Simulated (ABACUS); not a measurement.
V: band-structure run

V (Im-3m, 1 atom in the cell), computed with Kohn-Sham DFT of a periodic cell, PBE, PseudoDojo NC SR 0.5 PBE stringent, spin-polarised (ABACUS 3.10.1).

The structure derives from an entry of the Crystallography Open Database. It belongs to a series of runs on one base structure; here: bands on the converged density.

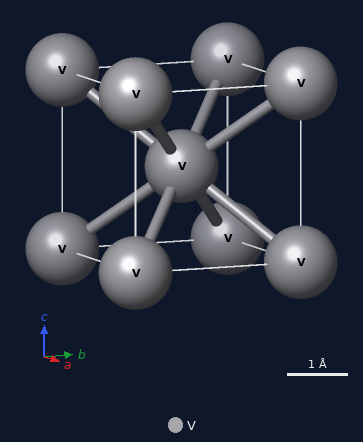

*The structure as given in the input (ball-and-stick view of the cell 2 times as large as that of the calculation, set on its symmetry axes, seen slightly off an axis).*

**Input file**
```
INPUT_PARAMETERS
suffix              V
calculation         nscf
basis_type          pw
pseudo_dir          ./
symmetry            -1
dft_functional      pbe
ecutwfc             84.0
pseudo_rcut         10
nspin               2
nbands              18
ks_solver           dav
smearing_method     fd
smearing_sigma      0.00367493
scf_thr             1e-08
scf_nmax            100
mixing_type         broyden
mixing_beta         0.4
init_chg            file
pw_diag_thr         1e-07
out_band            1
kpar                4
```

**File STRU**
```
ATOMIC_SPECIES
V 50.9415 V.upf

LATTICE_CONSTANT
1.8897261246

LATTICE_VECTORS
-1.5143500000 1.5143500000 1.5143500000
1.5143500000 -1.5143500000 1.5143500000
1.5143500000 1.5143500000 -1.5143500000

ATOMIC_POSITIONS
Direct

V
0.0
1
0.0000000000 0.0000000000 0.0000000000 1 1 1 mag 2
```

**File KPT**
```
K_POINTS
8
Line
0.00000000 0.00000000 0.00000000 10 // G
0.50000000 -0.50000000 0.50000000 10 // H
0.00000000 0.00000000 0.50000000 10 // N
0.00000000 0.00000000 0.00000000 10 // G
0.25000000 0.25000000 0.25000000 10 // P
0.50000000 -0.50000000 0.50000000 1 // H
0.25000000 0.25000000 0.25000000 10 // P
0.00000000 0.00000000 0.50000000 1 // N
```

Machine: 4 threads of Intel Xeon @ 2.90GHz (Ice Lake), 16 GiB of memory available, shared host.

Launched with:
```bash
OMP_NUM_THREADS=1 mpirun -np 4 abacus > log
```

**Output**
```
ABACUS v3.10.1

               Atomic-orbital Based Ab-initio Computation at UStc

 ------------------------------------------------------------------------------------

 READING GENERAL INFORMATION
                           global_out_dir = OUT.V/
                           global_in_card = INPUT
                               pseudo_dir = ./
                              orbital_dir =
                                    DSIZE = 4
                                    GSIZE = 1

 READING UNITCELL INFORMATION
                                    ntype = 1
                  lattice constant (Bohr) = 1.88973
              lattice constant (Angstrom) = 1

 READING ATOM TYPE 1
                               atom label = V
                      L=0, number of zeta = 1
                      L=1, number of zeta = 1
                      L=2, number of zeta = 1
             number of atom for this type = 1
               magnetization of element 1 = 2

                        TOTAL ATOM NUMBER = 1
DIRECT COORDINATES
    atom                   x                   y                   z     mag                  vx                  vy                  vz
taud_V1            0.0000000000        0.0000000000        0.0000000000  2.0000        0.0000000000        0.0000000000        0.0000000000

                          Volume (Bohr^3) = 93.7423
                             Volume (A^3) = 13.8912

 Lattice vectors: (Cartesian coordinate: in unit of a_0)
             -1.51435            +1.51435            +1.51435
             +1.51435            -1.51435            +1.51435
             +1.51435            +1.51435            -1.51435
 Reciprocal vectors: (Cartesian coordinate: in unit of 2 pi/a_0)
                   +0           +0.330175           +0.330175
            +0.330175                  +0           +0.330175
            +0.330175           +0.330175                  +0
 The esolver type has been set to : ksdft_pw

                PAO radial cut off (Bohr) = 10

 Read in pseudopotential file is V.upf
                     pseudopotential type = NC
          exchange-correlation functional = PBE
                 nonlocal core correction = 1
                        valence electrons = 13
                                     lmax = 2
                           number of zeta = 4
                     number of projectors = 6
                           L of projector = 0
                           L of projector = 0
                           L of projector = 1
                           L of projector = 1
                           L of projector = 2
                           L of projector = 2
     initial pseudo atomic orbital number = 10
 The readin total magnetization is 2

 SETUP THE ELECTRONS NUMBER
             electron number of element V = 13
       total electron number of element V = 13
            AUTOSET number of electrons:  = 13
                           occupied bands = 7
                                   NBANDS = 18
                                   NLOCAL = 9

%%%%%%%%%%%%%%%%%%%%%%%%%%%%%%%%%%%%%%%%%%%%%%%%%%%%%%%%%%%%%%%%%%%%%%%%%%%%%%%%%%%%%%%%%%%%%%%%%%%%%%%%%%
 Warning: the number of valence electrons in pseudopotential > 5 for V: [Ar] 3d3 4s2
 Pseudopotentials with additional electrons can yield (more) accurate outcomes, but may be less efficient.
 If you're confident that your chosen pseudopotential is appropriate, you can safely ignore this warning.
%%%%%%%%%%%%%%%%%%%%%%%%%%%%%%%%%%%%%%%%%%%%%%%%%%%%%%%%%%%%%%%%%%%%%%%%%%%%%%%%%%%%%%%%%%%%%%%%%%%%%%%%%%

 SETUP THE PLANE WAVE BASIS
 energy cutoff for charge/potential (unit:Ry) = 336
            fft grid for charge/potential = [ 30, 30, 30 ]
                        fft grid division = [ 1, 1, 1 ]
        big fft grid for charge/potential = [ 30, 30, 30 ]
                                     nbxx = 27000
                                     nrxx = 27000

 SETUP PLANE WAVES FOR CHARGE/POTENTIAL
                    number of plane waves = 9861
                         number of sticks = 623

 PARALLEL PW FOR CHARGE/POTENTIAL
     PROC   COLUMNS(POT)             PW
        1            623           9861
 --------------- sum -------------------
        1            623           9861
                            number of |g| = 130
                                  max |g| = 30.3063
                                  min |g| = 0

----------- Double Check Mixing Parameters Begin ------------
mixing_type: broyden
mixing_beta: 0.4
mixing_gg0: 1
mixing_gg0_min: 0.1
mixing_beta_mag: 1.6
mixing_gg0_mag: 0
mixing_ndim: 8
----------- Double Check Mixing Parameters End ------------

 SETUP K-POINTS
                                    nspin = 2
                                   nkstot = 62
K-POINTS DIRECT COORDINATES
 KPOINTS    DIRECT_X    DIRECT_Y    DIRECT_Z  WEIGHT
       1  0.00000000  0.00000000  0.00000000  1.0000
       2  0.05000000 -0.05000000  0.05000000  1.0000
       3  0.10000000 -0.10000000  0.10000000  1.0000
       4  0.15000000 -0.15000000  0.15000000  1.0000
       5  0.20000000 -0.20000000  0.20000000  1.0000
       6  0.25000000 -0.25000000  0.25000000  1.0000
       7  0.30000000 -0.30000000  0.30000000  1.0000
       8  0.35000000 -0.35000000  0.35000000  1.0000
       9  0.40000000 -0.40000000  0.40000000  1.0000
      10  0.45000000 -0.45000000  0.45000000  1.0000
      11  0.50000000 -0.50000000  0.50000000  1.0000
      12  0.45000000 -0.45000000  0.50000000  1.0000
      13  0.40000000 -0.40000000  0.50000000  1.0000
      14  0.35000000 -0.35000000  0.50000000  1.0000
      15  0.30000000 -0.30000000  0.50000000  1.0000
      16  0.25000000 -0.25000000  0.50000000  1.0000
      17  0.20000000 -0.20000000  0.50000000  1.0000
      18  0.15000000 -0.15000000  0.50000000  1.0000
      19  0.10000000 -0.10000000  0.50000000  1.0000
      20  0.05000000 -0.05000000  0.50000000  1.0000
      21  0.00000000  0.00000000  0.50000000  1.0000
      22  0.00000000  0.00000000  0.45000000  1.0000
      23  0.00000000  0.00000000  0.40000000  1.0000
      24  0.00000000  0.00000000  0.35000000  1.0000
      25  0.00000000  0.00000000  0.30000000  1.0000
      26  0.00000000  0.00000000  0.25000000  1.0000
      27  0.00000000  0.00000000  0.20000000  1.0000
      28  0.00000000  0.00000000  0.15000000  1.0000
      29  0.00000000  0.00000000  0.10000000  1.0000
      30  0.00000000  0.00000000  0.05000000  1.0000
[... 32 further k points ...]

           k-point number in this process = 16
       minimum distributed K point number = 15
                             nks(nspin=2) = 32
                          nkstot(nspin=2) = 124

[... K-POINTS CARTESIAN COORDINATES: 32 rows ...]

[... K-POINTS DIRECT COORDINATES: 32 rows ...]

 SETUP PLANE WAVES FOR WAVE FUNCTIONS
     energy cutoff for wavefunc (unit:Ry) = 84
              fft grid for wave functions = [ 30, 30, 30 ]
                    number of plane waves = 1721
                         number of sticks = 197

 PARALLEL PW FOR WAVE FUNCTIONS
     PROC   COLUMNS(POT)             PW
        1            197           1721
 --------------- sum -------------------
        1            197           1721

 SETUP NONLOCAL PSEUDOPOTENTIALS IN PLANE WAVE BASIS
 V non-local projectors:
 projector 1 L=0
 projector 2 L=0
 projector 3 L=1
 projector 4 L=1
 projector 5 L=2
 projector 6 L=2
      TOTAL NUMBER OF NONLOCAL PROJECTORS = 18

 Init Non-Local PseudoPotential table :
 Init Non-Local-Pseudopotential done.

                                     npwx = 1264

 Make real space PAO into reciprocal space.
       max mesh points in Pseudopotential = 1001
     dq(describe PAO in reciprocal space) = 0.01
                                    max q = 1104

 number of pseudo atomic orbitals for V is 4
WARNING: norm of atomic wavefunction # 3 of atomic type V is 0.999996, renormalized
WARNING: norm of atomic wavefunction # 4 of atomic type V is 0.999746, renormalized

 -------------------------------------------
 NONSELF-CONSISTENT
 -------------------------------------------
                                 init_chg = file
 try to read charge from file
 Read in the charge density: OUT.V//V-CHARGE-DENSITY.restart

 PW ALGORITHM --------------- ION=   1  ELEC=   1--------------------------------
 k(1/124) Iter steps (avg)=12 threshold=1e-07
 k(2/124) Iter steps (avg)=11 threshold=1e-07
 k(3/124) Iter steps (avg)=12 threshold=1e-07
 k(4/124) Iter steps (avg)=16 threshold=1e-07
 k(5/124) Iter steps (avg)=17 threshold=1e-07
 k(6/124) Iter steps (avg)=11 threshold=1e-07
 k(7/124) Iter steps (avg)=11 threshold=1e-07
 k(8/124) Iter steps (avg)=11 threshold=1e-07
 k(9/124) Iter steps (avg)=16 threshold=1e-07
 k(10/124) Iter steps (avg)=20 threshold=1e-07
 k(11/124) Iter steps (avg)=21 threshold=1e-07
 k(12/124) Iter steps (avg)=20 threshold=1e-07
 k(13/124) Iter steps (avg)=16 threshold=1e-07
 k(14/124) Iter steps (avg)=17 threshold=1e-07
 k(15/124) Iter steps (avg)=18 threshold=1e-07
 k(16/124) Iter steps (avg)=17 threshold=1e-07
 k(17/124) Iter steps (avg)=12 threshold=1e-07
 k(18/124) Iter steps (avg)=11 threshold=1e-07
 k(19/124) Iter steps (avg)=11 threshold=1e-07
 k(20/124) Iter steps (avg)=20 threshold=1e-07
 k(21/124) Iter steps (avg)=17 threshold=1e-07
 k(22/124) Iter steps (avg)=10 threshold=1e-07
 k(23/124) Iter steps (avg)=11 threshold=1e-07
 k(24/124) Iter steps (avg)=13 threshold=1e-07
 k(25/124) Iter steps (avg)=15 threshold=1e-07
 k(26/124) Iter steps (avg)=20 threshold=1e-07
 k(27/124) Iter steps (avg)=22 threshold=1e-07
 k(28/124) Iter steps (avg)=21 threshold=1e-07
 k(29/124) Iter steps (avg)=18 threshold=1e-07
 k(30/124) Iter steps (avg)=15 threshold=1e-07
 k(31/124) Iter steps (avg)=17 threshold=1e-07
 k(32/124) Iter steps (avg)=19 threshold=1e-07
[... levels at 32 k points of this process ...]

          total magnetism (Bohr mag/cell) = 0.00176153
       absolute magnetism (Bohr mag/cell) = 0.00176164
                        nelec for spin up = 6.50088
                      nelec for spin down = 6.49912

 Density error is 0.00000000000
                          Error Threshold = 1.00000000000e-07
----------------------------------------------------------
     Energy           Rydberg                 eV
----------------------------------------------------------
 E_KohnSham     -147.6764148671      -2009.2407024046
 E_KS(sigma->0) -147.6754756328      -2009.2279234663
 E_Harris       -147.6764148671      -2009.2407024046
 E_band         -11.1723030140       -152.0069807727
 E_one_elec     -46.5912854303       -633.9069589964
 E_Hartree      29.2403327285        397.8351365235
 E_xc           -22.8649051462       -311.0929942181
 E_Ewald        -107.4586785505      -1462.0503278371
 E_entropy(-TS) -0.0018784686        -0.0255578764
 E_descf        0.0000000000         0.0000000000
 E_exx          0.0000000000         0.0000000000
 E_Fermi        1.2087437303         16.4458021535
----------------------------------------------------------

 charge density convergence is achieved
 final etot is -2009.2407024 eV
 EFERMI = 16.445802154 eV

 STATE ENERGY(eV) AND OCCUPATIONS    NSPIN == 2
SPIN UP :
 1/16 kpoint (Cartesian) = 0.0000 0.0000 0.0000 (1205 pws)
       1       -47.7299      0.0161290
       2       -21.0738      0.0161290
       3       -21.0738      0.0161290
       4       -21.0738      0.0161290
       5        9.53585      0.0161290
       6        16.4569     0.00717546
       7        16.4569     0.00717544
       8        16.4569     0.00717534
       9        18.3923    1.99658e-19
      10        18.3923    1.99657e-19
      11        36.3935        0.00000
      12        36.3935        0.00000
      13        36.3935        0.00000
      14        42.9230        0.00000
      15        42.9230        0.00000
      16        46.5557        0.00000
      17        46.5557        0.00000
      18        46.5557        0.00000

 2/16 kpoint (Cartesian) = 0.0000 0.033017 0.0000 (1229 pws)
       1       -47.7215      0.0161290
       2       -21.1026      0.0161290
       3       -21.0867      0.0161290
       4       -21.0867      0.0161290
       5        9.73197      0.0161290
       6        16.4443     0.00818395
       7        16.4443     0.00818395
       8        16.5263     0.00268873
       9        18.2397    4.22687e-18
      10        18.4494    6.37509e-20
      11        35.8735        0.00000
      12        36.5303        0.00000
      13        36.5303        0.00000
      14        41.7462        0.00000
      15        43.9405        0.00000
      16        45.0467        0.00000
      17        45.0467        0.00000
      18        46.5428        0.00000

 3/16 kpoint (Cartesian) = 0.0000 0.066035 0.0000 (1229 pws)
       1       -47.6974      0.0161290
       2       -21.1813      0.0161290
       3       -21.1242      0.0161290
       4       -21.1242      0.0161290
       5        10.2982      0.0161290
       6        16.4271     0.00955496
       7        16.4271     0.00955496
       8        16.7297    5.49725e-05
       9        17.8043    2.55771e-14
      10        18.6065    2.75240e-21
      11        34.8914        0.00000
      12        36.7239        0.00000
      13        36.7239        0.00000
      14        39.5191        0.00000
      15        43.5734        0.00000
      16        43.5734        0.00000
      17        46.3892        0.00000
      18        46.5132        0.00000

 4/16 kpoint (Cartesian) = 0.0000 0.099052 0.0000 (1217 pws)
       1       -47.6609      0.0161290
       2       -21.2907      0.0161290
       3       -21.1835      0.0161290
       4       -21.1835      0.0161290
       5        11.1645      0.0161290
       6        16.4560     0.00724453
       7        16.4560     0.00724453
       8        17.0529    8.60281e-08
       9        17.1491    1.25469e-08
      10        18.8296    3.18018e-23
      11        34.0103        0.00000
      12        36.3304        0.00000
      13        36.3304        0.00000
      14        37.2982        0.00000
      15        43.1805        0.00000
      16        43.1805        0.00000
      17        46.4905        0.00000
      18        49.6309        0.00000

 5/16 kpoint (Cartesian) = 0.0000 0.13207 0.0000 (1216 pws)
       1       -47.6165      0.0161290
       2       -21.4062      0.0161290
       3       -21.2594      0.0161290
       4       -21.2594      0.0161290
       5        12.1968      0.0161290
       6        16.3635      0.0135230
       7        16.5897    0.000859416
       8        16.5897    0.000859416
       9        17.4715    1.98664e-11
      10        19.1019    1.37060e-25
      11        33.3699        0.00000
      12        35.0144        0.00000
      13        35.0144        0.00000
      14        35.4891        0.00000
      15        44.1581        0.00000
      16        44.1581        0.00000
      17        46.5098        0.00000
      18        51.1893        0.00000

 6/16 kpoint (Cartesian) = 0.0000 0.16509 0.0000 (1208 pws)
       1       -47.5694      0.0161290
       2       -21.5063      0.0161290
       3       -21.3453      0.0161290
       4       -21.3453      0.0161290
       5        13.1607      0.0161290
       6        15.5424      0.0161290
       7        16.8749    3.02166e-06
       8        16.8749    3.02166e-06
       9        17.9516    1.34536e-15
      10        19.5134    3.65343e-29
      11        32.9554        0.00000
      12        33.1982        0.00000
      13        33.1982        0.00000
      14        34.2839        0.00000
      15        46.0171        0.00000
      16        46.0172        0.00000
      17        46.6100        0.00000
      18        49.2245        0.00000

[... levels at 26 further k points ...]

 --------------------------------------------
 !FINAL_ETOT_IS -2009.240702404554 eV
 --------------------------------------------

 Output bands in file: OUT.V/BANDS_1.dat

 Output bands in file: OUT.V/BANDS_2.dat
```

**Summary**

| quantity | value |
| --- | --- |
| outcome | converged |
| space group (tolerance 0.01 Å) | Im-3m (229) |
| electrons treated | 13 |
| Fermi energy of the self-consistent step | 16.062 eV |
| net moment of the cell | 0.00 μB |
| integrated absolute moment | 0.00 μB |
| wall time | 4.9 s (CPU time 19 s) |
| peak memory | 0.36 GiB |
